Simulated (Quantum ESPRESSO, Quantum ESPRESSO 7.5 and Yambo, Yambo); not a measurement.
## SiC (P6_3mc): G0W0 with Yambo, start to end

Aim: the G0W0 gap of SiC (P6_3mc) on PBE, step by step.

Method: PBE and many-body steps on it, plane waves, in Quantum ESPRESSO 7.5 and Yambo 5.3.0.

**What was measured.**

- Gap 3.26 eV: band gap of pure 4H-SiC, stated as experimental; bulk crystal (pure 4H-SiC, measurement details not given) (quoted in “IBIL Measurement and Optical Simulation of the DI Center in 4H-SiC”, 2023, pmc:10096426).

- Gap 3.285 eV: band gap at low temperature, quoted from earlier experiments; bulk crystal (quoted in “Excitation properties of the divacancy in 4H-SiC”, 2018, arxiv:1804.01167).

- Gap 3.2 eV: experimental band gap quoted from earlier work; bulk crystal (quoted in “Local vibrational modes of Si vacancy spin qubits in SiC”, 2020, arxiv:2002.00067).

Most raw output is cut from this account.

## 1. The starting structure

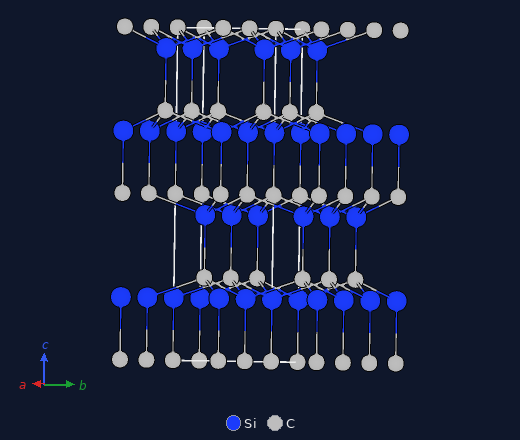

Start, viewed slightly off an axis; silicon blue, carbon light grey. 3×2×1 cells are drawn. Bonds to atoms that aren't drawn are left out. Some periodic images of atoms are drawn too.

The cell and positions are those that the Materials Project relaxed with its own functionals (PBE, PBE+U or r2SCAN), kept fixed.

## 2. Ground state

This step: Quantum ESPRESSO 7.5; DFT, PBE, plane waves, norm-conserving pseudopotentials.

The ground-state density comes first.

The input, pw.in:

```
&control
  calculation = 'scf'
  prefix = 'x'
  outdir = 'o'
  pseudo_dir = 'pseudo'
/
&system
  ibrav = 0
  nat = 8
  ntyp = 2
  ecutwfc = 74.0
  nbnd = 24
  force_symmorphic = .true.
/
&electrons
  conv_thr = 1e-10
  electron_maxstep = 80
  mixing_beta = 0.5
/
ATOMIC_SPECIES
  Si 28.085 Si.upf
  C 12.011 C.upf
CELL_PARAMETERS angstrom
  3.0756941497 -0.0000000000 0.0000000000
  -1.5378470748 2.6636292679 0.0000000000
  0.0000000000 0.0000000000 10.0706464800
ATOMIC_POSITIONS crystal
  Si 0.6666666667 0.3333333333 0.9378419800
  Si 0.3333333333 0.6666666667 0.4378419800
  Si 0.0000000000 0.0000000000 0.6878943800
  Si 0.0000000000 0.0000000000 0.1878943800
  C 0.6666666667 0.3333333333 0.7498025900
  C 0.3333333333 0.6666666667 0.2498025900
  C 0.0000000000 0.0000000000 0.5004600500
  C 0.0000000000 0.0000000000 0.0004600500
K_POINTS automatic
  6 6 2 0 0 0
```

Run with:

```console
> OMP_NUM_THREADS=1 mpirun -n 4 pw.x -nk 4 -in pw.in > pw.out
```

The job ended after 11 s (4 MPI ranks of Arm Neoverse V2, shared host; peak memory 0.36 GiB; 44 s of CPU time).

This step gave:

```
total energy               : -1117.8116 eV
gap                        : 2.228 eV
k of the valence top       : 0, 0, 0
k of the conduction bottom : 0, -0.5, 0
least direct gap           : 3.353 eV
```

The gap is indirect, with the least direct gap 1.13 eV higher.

## 3. Bands along the symmetry lines

Levels along a band path, at the cheap level, show where the edges lie and whether the meshes to come will hold them.

The input, pw.in:

```
&control
  calculation = 'bands'
  prefix = 'x'
  outdir = 'o'
  pseudo_dir = 'pseudo'
/
&system
  ibrav = 0
  nat = 8
  ntyp = 2
  ecutwfc = 74.0
  nbnd = 22
  force_symmorphic = .true.
/
&electrons
  conv_thr = 1e-9
  electron_maxstep = 80
  diago_full_acc = .true.
  diago_thr_init = 5e-6
/
ATOMIC_SPECIES
  Si 28.085 Si.upf
  C 12.011 C.upf
CELL_PARAMETERS angstrom
  3.0756941497 -0.0000000000 0.0000000000
  -1.5378470748 2.6636292679 0.0000000000
  0.0000000000 0.0000000000 10.0706464800
ATOMIC_POSITIONS crystal
  Si 0.6666666667 0.3333333333 0.9378419800
  Si 0.3333333333 0.6666666667 0.4378419800
  Si 0.0000000000 0.0000000000 0.6878943800
  Si 0.0000000000 0.0000000000 0.1878943800
  C 0.6666666667 0.3333333333 0.7498025900
  C 0.3333333333 0.6666666667 0.2498025900
  C 0.0000000000 0.0000000000 0.5004600500
  C 0.0000000000 0.0000000000 0.0004600500
K_POINTS crystal
  75
  0.00000000 0.00000000 0.00000000 1
  0.06250000 0.00000000 0.00000000 1
  0.12500000 0.00000000 0.00000000 1
  0.18750000 0.00000000 0.00000000 1
  0.25000000 0.00000000 0.00000000 1
  0.31250000 0.00000000 0.00000000 1
  0.37500000 0.00000000 0.00000000 1
  0.43750000 0.00000000 0.00000000 1
  0.50000000 0.00000000 0.00000000 1
  0.47916667 0.04166667 0.00000000 1
  0.45833333 0.08333333 0.00000000 1
  0.43750000 0.12500000 0.00000000 1
  0.41666666 0.16666666 0.00000000 1
  0.39583333 0.20833333 0.00000000 1
  0.37500000 0.25000000 0.00000000 1
  0.35416666 0.29166666 0.00000000 1
  0.33333333 0.33333333 0.00000000 1
  0.29166666 0.29166666 0.00000000 1
  0.25000000 0.25000000 0.00000000 1
  0.20833333 0.20833333 0.00000000 1
  0.16666666 0.16666666 0.00000000 1
  0.12500000 0.12500000 0.00000000 1
  0.08333333 0.08333333 0.00000000 1
  0.04166667 0.04166667 0.00000000 1
  0.00000000 0.00000000 0.00000000 1
  0.00000000 0.00000000 0.06250000 1
  0.00000000 0.00000000 0.12500000 1
  0.00000000 0.00000000 0.18750000 1
  0.00000000 0.00000000 0.25000000 1
  0.00000000 0.00000000 0.31250000 1
  0.00000000 0.00000000 0.37500000 1
  0.00000000 0.00000000 0.43750000 1
  0.00000000 0.00000000 0.50000000 1
  0.06250000 0.00000000 0.50000000 1
  0.12500000 0.00000000 0.50000000 1
  0.18750000 0.00000000 0.50000000 1
  0.25000000 0.00000000 0.50000000 1
  0.31250000 0.00000000 0.50000000 1
  0.37500000 0.00000000 0.50000000 1
  0.43750000 0.00000000 0.50000000 1
  0.50000000 0.00000000 0.50000000 1
  0.47916667 0.04166667 0.50000000 1
  0.45833333 0.08333333 0.50000000 1
  0.43750000 0.12500000 0.50000000 1
  0.41666666 0.16666666 0.50000000 1
  0.39583333 0.20833333 0.50000000 1
  0.37500000 0.25000000 0.50000000 1
  0.35416666 0.29166666 0.50000000 1
  0.33333333 0.33333333 0.50000000 1
  0.29166666 0.29166666 0.50000000 1
  0.25000000 0.25000000 0.50000000 1
  0.20833333 0.20833333 0.50000000 1
  0.16666666 0.16666666 0.50000000 1
  0.12500000 0.12500000 0.50000000 1
  0.08333333 0.08333333 0.50000000 1
  0.04166667 0.04166667 0.50000000 1
  0.00000000 0.00000000 0.50000000 1
  0.50000000 0.00000000 0.50000000 1
  0.50000000 0.00000000 0.43750000 1
  0.50000000 0.00000000 0.37500000 1
  0.50000000 0.00000000 0.31250000 1
  0.50000000 0.00000000 0.25000000 1
  0.50000000 0.00000000 0.18750000 1
  0.50000000 0.00000000 0.12500000 1
  0.50000000 0.00000000 0.06250000 1
  0.50000000 0.00000000 0.00000000 1
  0.33333333 0.33333333 0.50000000 1
  0.33333333 0.33333333 0.43750000 1
  0.33333333 0.33333333 0.37500000 1
  0.33333333 0.33333333 0.31250000 1
  0.33333333 0.33333333 0.25000000 1
  0.33333333 0.33333333 0.18750000 1
  0.33333333 0.33333333 0.12500000 1
  0.33333333 0.33333333 0.06250000 1
  0.33333333 0.33333333 0.00000000 1
```

The job ended after 15 s (4 MPI ranks; peak memory 0.3 GiB; 59 s of CPU time).

Numbers from this step:

| Property | Result |
| --- | --- |
| gap | 2.228 eV |
| k of the valence top | 0, 0, 0 |
| k of the conduction bottom | 0.5, 0, 0 |
| least direct gap | 3.353 eV |

The gap is 2.228 eV, as in the run before at this level.

The electronic bands at the labelled points (eV, zero at the top of the highest filled band):

```tsv
point	band 13	band 14	band 15	band 16	band 17	band 18	band 19	band 20
Γ	-0.58	-0.05	0.00	0.00	5.11	5.69	6.31	6.34
M	-2.37	-2.23	-1.58	-1.13	2.23	2.36	4.24	4.76
K	-4.00	-2.88	-2.88	-1.68	3.98	3.98	5.20	5.60
Γ	-0.58	-0.05	0.00	0.00	5.11	5.69	6.31	6.34
A	-0.21	-0.21	-0.21	-0.21	5.32	5.32	6.78	6.78
L	-2.51	-2.51	-1.56	-1.56	2.64	2.64	4.22	4.22
H	-2.76	-2.76	-2.46	-2.46	3.25	3.25	6.69	6.69
A	-0.21	-0.21	-0.21	-0.21	5.32	5.32	6.78	6.78
jump to L	-2.51	-2.51	-1.56	-1.56	2.64	2.64	4.22	4.22
M	-2.37	-2.23	-1.58	-1.13	2.23	2.36	4.24	4.76
jump to H	-2.76	-2.76	-2.46	-2.46	3.25	3.25	6.69	6.69
K	-4.00	-2.88	-2.88	-1.68	3.98	3.98	5.20	5.60
```

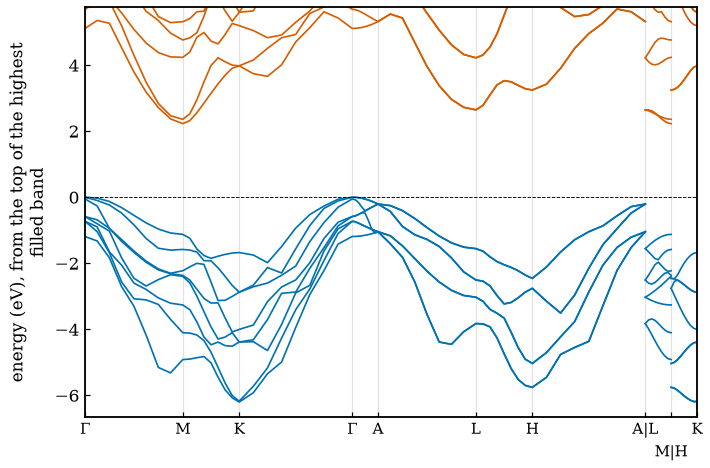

Electronic bands along the path; lines of filled and empty bands in two colours.

## 4. Empty states on the mesh, 3×3×2 mesh, 989 bands

The sums over transitions need many empty states on a uniform mesh; this step solves for them.

The input, pw.in:

```
&control
  calculation = 'nscf'
  prefix = 'x'
  outdir = 'o'
  pseudo_dir = 'pseudo'
/
&system
  ibrav = 0
  nat = 8
  ntyp = 2
  ecutwfc = 74.0
  nbnd = 989
  force_symmorphic = .true.
/
&electrons
  conv_thr = 1e-9
  electron_maxstep = 80
  diago_full_acc = .true.
  diago_thr_init = 5e-6
/
ATOMIC_SPECIES
  Si 28.085 Si.upf
  C 12.011 C.upf
CELL_PARAMETERS angstrom
  3.0756941497 -0.0000000000 0.0000000000
  -1.5378470748 2.6636292679 0.0000000000
  0.0000000000 0.0000000000 10.0706464800
ATOMIC_POSITIONS crystal
  Si 0.6666666667 0.3333333333 0.9378419800
  Si 0.3333333333 0.6666666667 0.4378419800
  Si 0.0000000000 0.0000000000 0.6878943800
  Si 0.0000000000 0.0000000000 0.1878943800
  C 0.6666666667 0.3333333333 0.7498025900
  C 0.3333333333 0.6666666667 0.2498025900
  C 0.0000000000 0.0000000000 0.5004600500
  C 0.0000000000 0.0000000000 0.0004600500
K_POINTS automatic
  3 3 2 0 0 0
```

Elapsed: 5.8 min, on 4 MPI ranks; peak memory 2.7 GiB; 23 min of CPU time.

This step gave:

```
gap                                                           : 3.011 eV
k of the valence top                                          : 0, 0, 0
k of the conduction bottom                                    : 0, 0.3333, 0
least direct gap                                              : 3.856 eV
k points computed                                             : 6
lowest point of the top converged band, above the valence top : 279.4841 eV
```

On this mesh the gap is 3.011 eV. The earlier step found 2.228 eV, so this mesh misses an edge.

## 5. Conversion and set-up

This step: Yambo 5.3.0; conversion and set-up on PBE, plane waves, norm-conserving pseudopotentials.

The states are converted to the many-body program's format and the q mesh is built.

Run with:

```console
> (cd o/x.save; p2y > p2y.log; mv SAVE ../..); yambo > setup.log
```

Run time: 2.4 s. Hardware: 1 MPI rank; peak memory 0.24 GiB.

## 6. Screening and self-energy, 3×3×2 mesh, 413 bands, screening to 231.3 eV

G0W0 replaces the xc potential by the self-energy, built once from these orbitals. Only a window of levels is corrected, while the sums run over the empty bands that the input names.

This step: G0W0 on PBE, plane waves, norm-conserving pseudopotentials.

The input, gw2.in:

```
HF_and_locXC
gw0
dyson
ppa
em1d
rim_cut
RandQpts= 1000000
RandGvec= 1 RL
EXXRLvcs= 74 Ry
VXCRLvcs= 296 Ry
Chimod= "HARTREE"
% BndsRnXp
 1 | 413 |
%
NGsBlkXp= 17 Ry
% LongDrXp
 1 | 1 | 1 |
%
% GbndRnge
 1 | 413 |
%
DysSolver= "n"
ExtendOut
PPAPntXp= 27.21138 eV
% QPkrange
 1 | 1 | 15 | 18 |
 3 | 3 | 15 | 18 |
%
```

Run with:

```console
> OMP_NUM_THREADS=1 mpirun -n 4 yambo -F gw2.in -J gw2 -C gw2 > gw2.log
```

Elapsed: 6.9 min, on 4 MPI ranks; peak memory 2.6 GiB; 28 min of CPU time.

This step gave:

| Property | Result |
| --- | --- |
| G0W0 gap on the points computed | 3.875 eV |
| starting gap on the mesh | 3.011 eV |
| k of the valence top | 0, 0, 0 |
| k of the conduction bottom | 0, 0.3333, 0 |
| least direct G0W0 gap on the computed points | 4.818 eV |
| Z at the valence top | 0.7904 |
| Z at the conduction bottom | 0.8141 |

The gap on the mesh goes from 3.01 eV to 3.87 eV, a correction of +0.86 eV. The start differs from the 2.23 eV found before because the two sample other k points.

Limits: finite bands, cutoff and mesh; coarse k mesh. v1 is the top filled band, c1 the lowest empty one. Levels before and after the correction, in eV, zero at the valence-band top of each column:

```tsv
	conduction bottom	valence top
Kohn-Sham	3.01	0.00
G0W0	3.87	0.00
```

```tsv
	level	energy (eV)
Kohn-Sham	Γ v2-v1	0.000
Kohn-Sham	Γ c1	5.111
Kohn-Sham	Γ c2	5.691
Kohn-Sham	(0 0.333 0) v2	-1.372
Kohn-Sham	(0 0.333 0) v1	-0.845
Kohn-Sham	(0 0.333 0) c1	3.011
Kohn-Sham	(0 0.333 0) c2	3.247
G0W0	Γ v2-v1	0.000
G0W0	Γ c1	6.110
G0W0	Γ c2	6.683
G0W0	(0 0.333 0) v2	-1.442
G0W0	(0 0.333 0) v1	-0.943
G0W0	(0 0.333 0) c1	3.875
G0W0	(0 0.333 0) c2	4.114
```

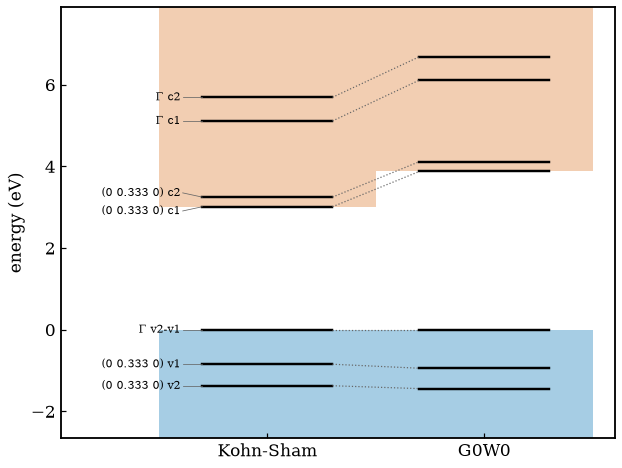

Levels before and after the correction. Shaded: valence and conduction bands.

## 7. Where the time went

Times are wall times on the hardware named with each run, good to a factor of about two.

```tsv
step	time	share	memory (GiB)
ground state	11 s	1 %	0.36
bands along the symmetry lines	15 s	2 %	0.3
empty states on the mesh	5.8 min	44 %	2.7
conversion and set-up	2.4 s	0 %	0.24
screening and self-energy	6.9 min	52 %	2.6
```

## 8. Summary of results

```
PBE gap                              : 2.23 eV, indirect
G0W0 gap on the mesh                 : 3.87 eV
G0W0 gap over the zone (rigid shift) : 3.09 eV
GW settings                          : 3×3×2 mesh, 413 bands, screening to 231.3 eV, Godby-Needs plasmon pole
known limits                         : not at the basis limit; coarse k mesh
```

G0W0 moves the gap on the mesh from 3.01 eV to 3.87 eV (+0.86 eV), with Z of 0.79 and 0.81 at the edges. The mesh misses the band edges by 0.78 eV in all; a rigid shift gives 3.09 eV for the zone. Only 2 of the mesh's irreducible points were corrected, so a valley elsewhere could overtake. Against experiment, by G0W0@PBE: the gap of 3.09 eV lies −0.17 eV from the measured 3.26 eV (kind not stated, quoted 2023); the gap of 3.09 eV lies −0.19 eV from the measured 3.285 eV (kind not stated, quoted 2018); the gap of 3.09 eV lies −0.11 eV from the measured 3.2 eV (kind not stated, quoted 2020). The calculation has static nuclei and no excitons; a measured gap holds zero-point and thermal motion, which mostly lowers it. Bands and cutoff are finite, so the gap is not at the basis limit. The miss can reach some tenths of an eV and take either sign; the mesh is an error of its own. In the G0W0 run levels were corrected at 2 k points alone, so a gap called «on the mesh» is the least over those, and an edge elsewhere would be missed. A denser mesh or path gives a starting gap of 2.23 eV: the GW mesh misses a band edge, so its gaps are not the fundamental one. The 3×3×2 mesh is coarse for this cell, which bears on the long-range parts of exchange and screening.

[Paths, hosts, dates, memory and timing lines, banners, echoed tables and standing remarks are left out of the program output.]

[Logs are printed without paths, hosts, clocks, repeated set-up lines and the standing remarks that a program may print on its own settings, such as how far it seeks lower states.]

[Runs of the session that timed out or met a known fault of the program may be left out.]

[Hosts, paths, dates, database ids (printed as entryN), source tags and the programs' standing remarks are cut or masked in the printed files.]
